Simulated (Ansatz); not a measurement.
# Single-point calculation, with input and output: C

System: C (slab, 32 atoms in the cell).
Method: DFT PBE+D3(BJ), scalar-relativistic, plane waves, PAW, no spin polarisation (Ansatz 0.2.0).

The structure derives from an entry of the Crystallography Open Database. It belongs to a series of runs on one base structure; here: the slab at its places in the relaxed adsorbed structure. Figures and captions count atoms from 1; the log counts them from 0 in places.

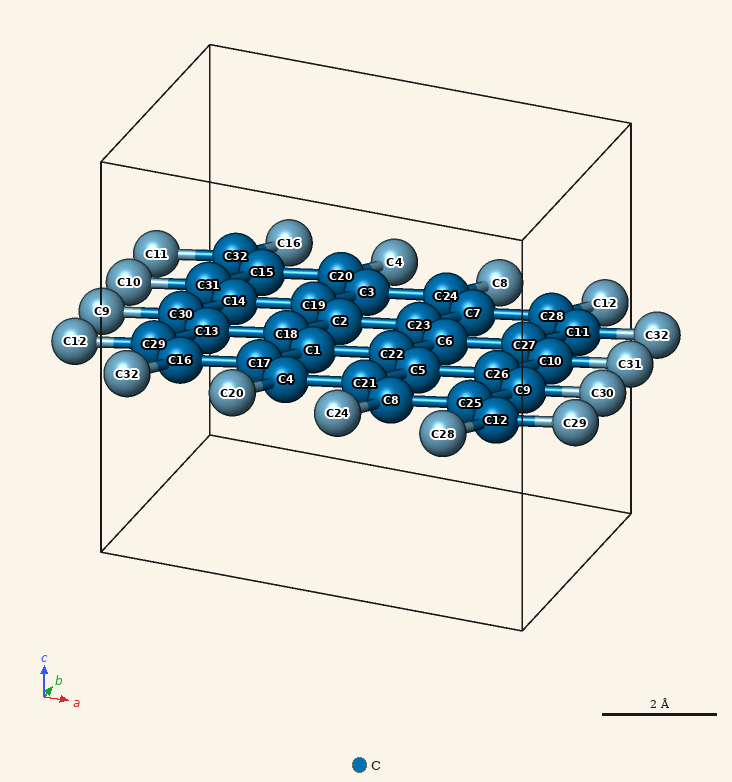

Figure 1. The structure (ball-and-stick view of the cell of the calculation, with the vacuum cut short, seen slightly off an axis; neighbours outside the cell are drawn fainter; atoms are numbered from 1 in the order of the input). An atom can appear more than once, as a periodic image. Near neighbours in the periodic cell (some may lie outside the picture): C has 3 C at 1.42 Å.

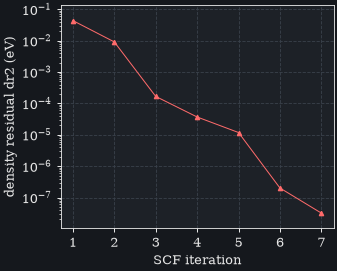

Figure 2. Convergence of the self-consistent field: density residual dr2 against the SCF iteration. The residual falls at every step.

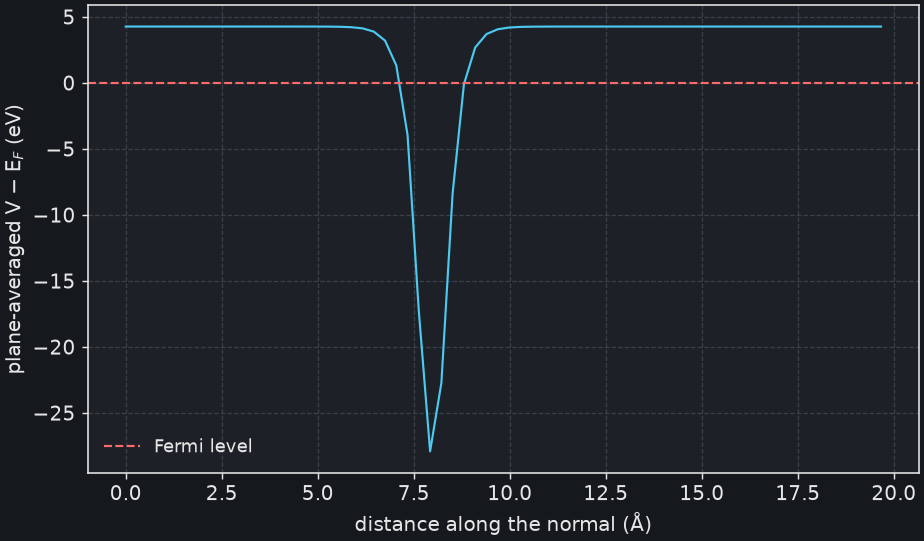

Figure 3. Plane average of the electrostatic potential energy of an electron across the cell, from the Fermi level. The vacuum level lies 4.28 eV above the Fermi level.

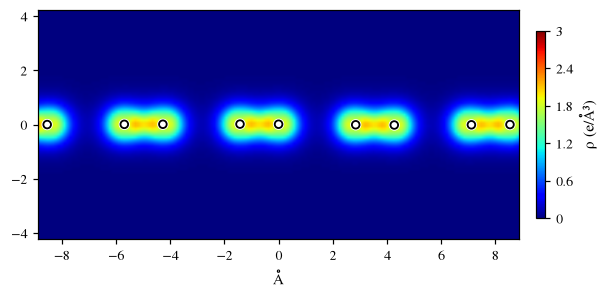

Figure 4. Valence electron density on the (110) plane of the calculation cell, a cut from vacuum to vacuum. Circles mark the nuclei in the plane (C). Atoms in the plane: C. C–C (1.42 Å): ρ is about 2 e/Å³ halfway. The density dies away to nearly zero in the vacuum. Core electrons are frozen (PAW), so the fields are smoothed inside the atomic spheres.

These pictures come from the run below.

Input:
```yaml
crystal:
  lattice:
    - [9.8601980332, 0.0, 0.0]
    - [-4.9300990166, 8.5391819831, 0.0]
    - [0.0, 0.0, 19.8138100064]
  atoms:
    - { symbol: C, position: [0.4166666667, 0.3333333333, 0.4037587924] }
    - { symbol: C, position: [0.4166614616, 0.5833096357, 0.4029490234] }
    - { symbol: C, position: [0.416645299, 0.8333025623, 0.4028130018] }
    - { symbol: C, position: [0.4166471197, 0.0833080296, 0.4034347274] }
    - { symbol: C, position: [0.6666460155, 0.3333100889, 0.4033138919] }
    - { symbol: C, position: [0.6666442492, 0.5833054034, 0.4025720499] }
    - { symbol: C, position: [0.6666625052, 0.8333011778, 0.40195717] }
    - { symbol: C, position: [0.6666640381, 0.0833121929, 0.4026818615] }
    - { symbol: C, position: [0.9166388034, 0.3332830686, 0.4030023971] }
    - { symbol: C, position: [0.9166309175, 0.5833030486, 0.402820328] }
    - { symbol: C, position: [0.9166221847, 0.8332858657, 0.4020294065] }
    - { symbol: C, position: [0.916629021, 0.0832781739, 0.4023413812] }
    - { symbol: C, position: [0.1666318569, 0.333285184, 0.4033831595] }
    - { symbol: C, position: [0.1666401733, 0.5832967155, 0.4031426177] }
    - { symbol: C, position: [0.1666356724, 0.8332960622, 0.4029263957] }
    - { symbol: C, position: [0.1666267184, 0.0832912076, 0.4031673121] }
    - { symbol: C, position: [0.3333113203, 0.1666451525, 0.4036800547] }
    - { symbol: C, position: [0.3333113273, 0.4166365273, 0.4035335467] }
    - { symbol: C, position: [0.3333152799, 0.6666390042, 0.4029726458] }
    - { symbol: C, position: [0.333310732, 0.9166363937, 0.4031203455] }
    - { symbol: C, position: [0.5833162902, 0.1666413993, 0.4032558723] }
    - { symbol: C, position: [0.5833309068, 0.4166690093, 0.4033546526] }
    - { symbol: C, position: [0.5833167215, 0.6666234429, 0.4023286723] }
    - { symbol: C, position: [0.5833243049, 0.9166352084, 0.4024070828] }
    - { symbol: C, position: [0.8333225266, 0.1666248129, 0.4026094211] }
    - { symbol: C, position: [0.833309959, 0.4166305251, 0.4030880538] }
    - { symbol: C, position: [0.8332895817, 0.6666307063, 0.4023395105] }
    - { symbol: C, position: [0.8333055673, 0.9166380221, 0.401866664] }
    - { symbol: C, position: [0.0832765019, 0.1666060232, 0.4030167062] }
    - { symbol: C, position: [0.0833038417, 0.4166227959, 0.4032194146] }
    - { symbol: C, position: [0.0833027873, 0.6666307984, 0.4029693676] }
    - { symbol: C, position: [0.0832915315, 0.9166209251, 0.4026409192] }
basis:
  ecutwfc: 420
kpoints:
  mp_grid: { grid: [2, 2, 1] }
hamiltonian:
  xc: pbe
  dispersion: d3bj
scf:
  occupations: { method: gaussian, width: 0.05 }
output:
  forces: true
  eigenvalues: true
  write_density: true
  volumetric_format: npy
efield:
  axis: 3
  dipole_correction: true
  ramp_width: 0.04
```

Command:
```bash
ansatz run input.yaml --threads 4 --pin off --max-ram 10240MiB --backend cpu --events-out ev --progress --plain --runs-dir out
```

What the program printed:
```
Engine: ansatz 0.2.0, x86_64-unknown-linux-gnu
Pseudopotentials: kind: paw
Pseudopotential: C, paw, valence charge 4, recommended cutoff 420 eV (normal), C.paw.azcp
Functional definition: PBE
  parameter kappa = 0.804
  parameter beta = 0.06672455060314922
  exchange = pbe_x(kappa = kappa, mu = beta*pi^2/3)
  correlation = pbe_c(beta = beta)
Crystal: 32 atoms, lattice volume = 1668.284 Å³
Basis set: ecut = 420 eV, 32671 PW (Γ), exchange–correlation on 144×144×270 points (8 copies of the dense FFT grid, shifted against one another)
Bands: 96, of which v1, the nominal top of the filled ones, is band 64 counted from 1 (63 counted from 0)
Symmetry: 1 space group operations
Space group: P1 (ITA 1), of the structure as read, at distance tolerance 1.2e-4 Å
k-points: 4
Non-local potential: C, projectors of the file, l = 0: 2, l = 1: 2, l = 2: 1
PAW form: soft (Blöchl's): semilocal exchange-correlation on the pseudo side does not see the compensation charge
PAW one-centre angular grid: C, 110 points (default); XC on 64 Gauss nodes
Initial density: superposition of atomic densities (neutral atoms: chi_scale 0, normalization atom), corrected by the library's trained network
Initial wavefunctions: pseudopotential atomic-orbital guess
Functional: x = pbe(κ = 0.804, μ = 0.2195149727645171), c = pbe(β = 0.06672455060314922)
SCF iter   1: F=—  HF=-8032.991171 eV  |F-HF|=—  |Δ(HF+E_count)|=         —  Δρ=1.72e-3  dr2=4.36e-2  ethr=1.77e-3  p=-0.000 e·Å  D=-2.62e-6 V/Å  ΔV_dip=0.00 eV  dr2_dipole=8.44e-9  V_vac-E_F(+/−)=4.38/4.38 eV  ⟨swp⟩=17.2  Hψ=3037  notcnv=0  defer=56
efield: sawtooth ramp at fractional position 0.8828 (placed from the atoms, in the widest stretch of the axis that holds none; the zero of the levels goes with the place), width 0.0400; the density the first Hamiltonian is built on has a dipole p = -0.000 e·Å; the dipole correction subtracts the counter field D = -2.62e-6 V/Å, which shifts the + side's vacuum level by +0.00 eV against the − side's; the planar-averaged density in the ramp window peaks in size at 4.8e-6 e/Å³
preconditioner: auto → Resta (q_TF=auto, 1.778 Å⁻¹)  ε∞=1.5  [insulator: Δε(μ)=1.972 eV  Ē_g=13.872 eV  σ=0.050 eV  W_gap=1.00  n_scr=160 (ndim 8)  ℏωp=10.3 eV  f_vac=0.783  D(μ)=0.00/eV (n_scr^D=0)  ε∞_Penn≈1.5  vacuum switching on, ρ_ref=1.4e-2 e/Å³]
SCF iter   2: F=—  HF=-8032.987986 eV  |F-HF|=—  |Δ(HF+E_count)|=   3.19e-3  Δρ=8.82e-4  dr2=9.11e-3  ethr=3.41e-5  p=0.000 e·Å  D=1.15e-5 V/Å  ΔV_dip=-0.00 eV  dr2_dipole=4.01e-9  V_vac-E_F(+/−)=4.32/4.32 eV  ⟨swp⟩=3.0  Hψ=786  notcnv=0  defer=89
SCF iter   3: F=—  HF=-8032.990019 eV  |F-HF|=—  |Δ(HF+E_count)|=   2.03e-3  Δρ=1.19e-4  dr2=1.67e-4  ethr=7.12e-6  p=-0.000 e·Å  D=-2.37e-5 V/Å  ΔV_dip=0.00 eV  dr2_dipole=1.76e-8  V_vac-E_F(+/−)=4.27/4.27 eV  ⟨swp⟩=2.0  Hψ=539  notcnv=0  defer=89
SCF iter   4: F=—  HF=-8032.990362 eV  |F-HF|=—  |Δ(HF+E_count)|=   3.43e-4  Δρ=4.43e-5  dr2=3.69e-5  ethr=1.30e-7  p=0.000 e·Å  D=3.02e-5 V/Å  ΔV_dip=-0.00 eV  dr2_dipole=4.40e-8  V_vac-E_F(+/−)=4.28/4.28 eV  ⟨swp⟩=2.0  Hψ=539  notcnv=0  defer=89
SCF iter   5: F=—  HF=-8032.989995 eV  |F-HF|=—  |Δ(HF+E_count)|=   3.67e-4  Δρ=1.92e-5  dr2=1.18e-5  ethr=2.89e-8  p=-0.000 e·Å  D=-7.85e-6 V/Å  ΔV_dip=0.00 eV  dr2_dipole=4.64e-9  V_vac-E_F(+/−)=4.28/4.28 eV  ⟨swp⟩=2.2  Hψ=497  notcnv=0  defer=89
SCF iter   6: F=—  HF=-8032.989994 eV  |F-HF|=—  |Δ(HF+E_count)|=   1.01e-6  Δρ=3.90e-6  dr2=2.01e-7  ethr=9.25e-9  p=-0.000 e·Å  D=-3.01e-6 V/Å  ΔV_dip=0.00 eV  dr2_dipole=6.52e-10  V_vac-E_F(+/−)=4.28/4.28 eV  ⟨swp⟩=2.5  Hψ=488  notcnv=0  defer=89
SCF iter   7: F=-8032.989995 eV  HF=-8032.989995 eV  |F-HF|=2.22e-8  |Δ(HF+E_count)|=   4.52e-7  Δρ=1.16e-6  dr2=3.19e-8  ethr=7.81e-11  p=0.000 e·Å  D=3.00e-6 V/Å  ΔV_dip=-0.00 eV  dr2_dipole=4.95e-10  V_vac-E_F(+/−)=4.28/4.28 eV  ⟨swp⟩=24.8  Hψ=2996  notcnv=0
SCF 1 converged in 7 iterations: F = -8032.989995 eV  dr2 = 3.19e-8
  greatest PAW one-centre occupation: 0.672 electrons in one spin orbital (limit 2), on the C atom at site 5 (counted from 0), in its partial waves of l = 0
SCF converged after 7 iterations
Free energy (F): -8032.989995 eV
Harris-Foulkes:  -8032.989995 eV  (|F-HF|=2.22e-8)
Internal energy: -8032.989995 eV  (E = F + TS)
E sigma→0 (E₀):  -8032.989995 eV
Fermi energy:    -2.370631 eV
Dipole field:    D = -0.000007 V/Å  (p = -0.000068 e·Å, saw-weighted, corrected)
Work function:   Φ+ = 4.2772 eV   Φ− = 4.2772 eV
Levels:          The Fermi level and band energies are counted from a zero that moves with the ramp; work functions are not
--- Per-component energies (eV) ---
  E_band       = -1470.436992
  E_kinetic    = 2907.367853
  E_local      = -51984.308346  (includes V_loc(G=0)·N_el)
  E_nonlocal   = 873.485611
  E_hartree    = 24425.519320
  E_xc         = -1535.075258
  E_vxc        = -1900.304635  (∫ρ·V_xc dr)
  E_paw        = -3179.007236  (= ΣΔE_a)
  E_vpaw       = -217.715022  (= ΣTr[D̂ρ^β])
  E_aug_tail   = 0.000234  (compensation charges beyond the density's cutoff)
  E_efield     = 0.000000  (sawtooth field / dipole correction)
  E_vefield    = 0.000002  (∫n·V_field dr)
  E_ewald      = 20461.864060
  E_disp       = -2.836233  (pairwise vdW)
  E_smearing   = -0.000000  (= −TS)
  E_closure    = 0.000000  (closes the sum)
  Σ components = -8032.989995   (vs F -8032.989995, Δ=0.00e0)
--- Forces (eV/Å), atoms counted from 1 ---
  atom   1  C     -0.00231062    -0.00953970    -0.03066229
  atom   2  C     -0.00613217    -0.00349841     0.00496761
  atom   3  C      0.00280589     0.00241247     0.00136432
  atom   4  C     -0.00122667    -0.00077614    -0.00743187
  atom   5  C      0.00059220    -0.00002219    -0.00650296
  atom   6  C     -0.00011193    -0.00091103     0.01072806
  atom   7  C     -0.01121538    -0.00340924     0.01568954
  atom   8  C     -0.00597021    -0.00499798     0.00239940
  atom   9  C     -0.00035347     0.00536595     0.00457710
  atom  10  C      0.00342551    -0.00194098     0.00314868
  atom  11  C      0.00434253     0.00553135     0.02813080
  atom  12  C      0.00121715     0.00632164     0.01438121
  atom  13  C      0.00091090     0.00011683    -0.00410113
  atom  14  C      0.00067180    -0.00008258     0.00473158
  atom  15  C      0.00083135     0.00134817     0.00209972
  atom  16  C      0.00396106     0.00114713    -0.00670399
  atom  17  C     -0.00091375    -0.00023827    -0.01283797
  atom  18  C     -0.00142355     0.00201781    -0.01668936
  atom  19  C      0.00014911    -0.00221723    -0.00695676
  atom  20  C     -0.00114634     0.00036195    -0.00398674
  atom  21  C      0.00181736    -0.00074812    -0.00286316
  atom  22  C      0.00023036    -0.01049994    -0.00984922
  atom  23  C     -0.00491917     0.00710185     0.01966371
  atom  24  C     -0.00306587     0.00074811     0.00414306
  atom  25  C     -0.00636050     0.00187924     0.00553241
  atom  26  C     -0.00010217     0.00054759    -0.00915685
  atom  27  C      0.00854684     0.00028972     0.00437919
  atom  28  C      0.00551894    -0.00644630     0.01931702
  atom  29  C      0.00769458     0.00736519    -0.00793543
  atom  30  C      0.00087225     0.00193472    -0.01148166
  atom  31  C     -0.00008759    -0.00071559    -0.01216339
  atom  32  C      0.00175258     0.00155420     0.00467909
  max |Σ_I F_I| component: 6.10e-4 eV/Å
--- Band table (eV) ---
  k-point 0: bands = ["-21.8653", "-20.4019", "-20.4014", "-20.4005", "-20.4003", "-20.4000", "-20.3998", "-17.5834", "-17.5833", "-17.5831", "-17.5827", "-17.5822", "-17.5819", "-16.6210", "-16.6208", "-16.6208", "-15.5880", "-15.5879", "-15.5878", "-12.8783", "-12.8780", "-12.8778", "-12.8771", "-12.8767", "-12.8763", "-11.3070", "-11.3068", "-11.3062", "-11.3059", "-11.3054", "-11.3052", "-9.9627", "-9.7738", "-9.7736", "-9.7734", "-9.7733", "-9.7731", "-9.7728", "-8.7712", "-8.7711", "-8.7709", "-8.2323", "-8.2319", "-8.2312", "-8.2310", "-8.2307", "-8.2305", "-7.3981", "-7.3978", "-7.3976", "-7.3973", "-7.3971", "-7.3968", "-5.3814", "-5.3811", "-5.0746", "-5.0745", "-5.0743", "-5.0742", "-5.0738", "-5.0736", "-4.6969", "-4.6968", "-4.6967", "-0.6519", "-0.6518", "-0.6516", "0.4830", "0.4833", "0.4837", "0.4839", "0.4841", "0.4843", "0.9216", "1.7160", "2.0660", "2.9248", "2.9248", "2.9249", "2.9250", "2.9250", "2.9251", "3.0042", "3.4777", "3.7280", "3.7281", "3.7281", "3.7281", "3.7282", "3.7282", "4.1218", "4.1219", "4.1219", "4.1219", "4.1219", "4.1219"]
  k-point 1: bands = ["-21.4969", "-21.4966", "-20.7649", "-20.7641", "-19.3230", "-19.3225", "-19.3219", "-19.3217", "-18.6144", "-18.6142", "-17.2554", "-17.2554", "-17.2552", "-17.2550", "-15.6754", "-15.6744", "-14.8005", "-14.7994", "-14.3605", "-14.3604", "-14.3603", "-14.3602", "-13.0531", "-13.0529", "-12.0901", "-12.0901", "-11.3606", "-11.3603", "-11.3601", "-11.3596", "-9.7815", "-9.7815", "-9.7813", "-9.7811", "-9.5219", "-9.5216", "-9.0131", "-9.0121", "-9.0121", "-9.0112", "-8.6550", "-8.6543", "-8.5701", "-8.5697", "-8.4078", "-8.4074", "-7.4919", "-7.4913", "-6.9935", "-6.9930", "-6.9926", "-6.9923", "-6.7651", "-6.7651", "-6.2494", "-6.2493", "-6.0857", "-6.0856", "-4.9006", "-4.9005", "-4.9004", "-4.9002", "-3.3576", "-3.3570", "-1.3842", "-1.3837", "-0.0984", "-0.0983", "-0.0981", "-0.0980", "1.4229", "1.4230", "1.4581", "1.4584", "2.2236", "2.2237", "2.4260", "2.4261", "2.5801", "2.5801", "2.8649", "2.8651", "2.8652", "2.8658", "3.2357", "3.2358", "3.5132", "3.5132", "3.6083", "3.6083", "3.9855", "3.9855", "4.4234", "4.4234", "4.4235", "4.4235"]
  k-point 2: bands = ["-21.4974", "-21.4962", "-20.7647", "-20.7643", "-19.3226", "-19.3224", "-19.3221", "-19.3219", "-18.6145", "-18.6140", "-17.2562", "-17.2556", "-17.2548", "-17.2544", "-15.6751", "-15.6745", "-14.8002", "-14.7999", "-14.3607", "-14.3603", "-14.3602", "-14.3599", "-13.0536", "-13.0525", "-12.0901", "-12.0900", "-11.3604", "-11.3603", "-11.3600", "-11.3599", "-9.7818", "-9.7817", "-9.7811", "-9.7809", "-9.5222", "-9.5213", "-9.0125", "-9.0122", "-9.0121", "-9.0118", "-8.6549", "-8.6545", "-8.5698", "-8.5697", "-8.4084", "-8.4066", "-7.4918", "-7.4917", "-6.9931", "-6.9930", "-6.9927", "-6.9926", "-6.7653", "-6.7651", "-6.2495", "-6.2492", "-6.0858", "-6.0852", "-4.9013", "-4.9006", "-4.9003", "-4.8998", "-3.3574", "-3.3570", "-1.3842", "-1.3840", "-0.0985", "-0.0984", "-0.0980", "-0.0976", "1.4229", "1.4231", "1.4580", "1.4583", "2.2236", "2.2237", "2.4260", "2.4261", "2.5801", "2.5801", "2.8649", "2.8650", "2.8655", "2.8655", "3.2357", "3.2358", "3.5132", "3.5133", "3.6083", "3.6083", "3.9855", "3.9856", "4.4234", "4.4234", "4.4235", "4.4235"]
  k-point 3: bands = ["-21.4972", "-21.4964", "-20.7648", "-20.7642", "-19.3227", "-19.3225", "-19.3220", "-19.3219", "-18.6144", "-18.6141", "-17.2560", "-17.2555", "-17.2549", "-17.2547", "-15.6751", "-15.6745", "-14.8002", "-14.7997", "-14.3606", "-14.3604", "-14.3603", "-14.3601", "-13.0533", "-13.0526", "-12.0902", "-12.0902", "-11.3605", "-11.3604", "-11.3602", "-11.3599", "-9.7816", "-9.7815", "-9.7812", "-9.7809", "-9.5221", "-9.5215", "-9.0123", "-9.0122", "-9.0119", "-9.0116", "-8.6550", "-8.6545", "-8.5701", "-8.5698", "-8.4085", "-8.4070", "-7.4916", "-7.4914", "-6.9932", "-6.9931", "-6.9927", "-6.9926", "-6.7650", "-6.7647", "-6.2495", "-6.2494", "-6.0861", "-6.0854", "-4.9011", "-4.9005", "-4.9002", "-4.9000", "-3.3575", "-3.3571", "-1.3841", "-1.3838", "-0.0984", "-0.0983", "-0.0983", "-0.0978", "1.4230", "1.4231", "1.4582", "1.4583", "2.2236", "2.2237", "2.4261", "2.4261", "2.5801", "2.5801", "2.8646", "2.8648", "2.8654", "2.8658", "3.2357", "3.2358", "3.5132", "3.5132", "3.6083", "3.6084", "3.9855", "3.9856", "4.4234", "4.4234", "4.4235", "4.4235"]
```

Key numbers:

```tsv
quantity	value
outcome	converged
electrons treated	128
free energy	−8032.9900 eV
work function, top face	4.28 eV
work function, bottom face	4.28 eV
Fermi energy	−2.371 eV
gap on the k-point mesh	1.97 eV
work function (upper face)	4.28 eV
largest force (length of the vector)	0.032 eV/Å
hardware	4 threads of Intel Xeon (Granite Rapids), 32 GiB of memory available, shared host
wall time	8.8 s (CPU time 33 s)
peak memory	3.4 GiB
```
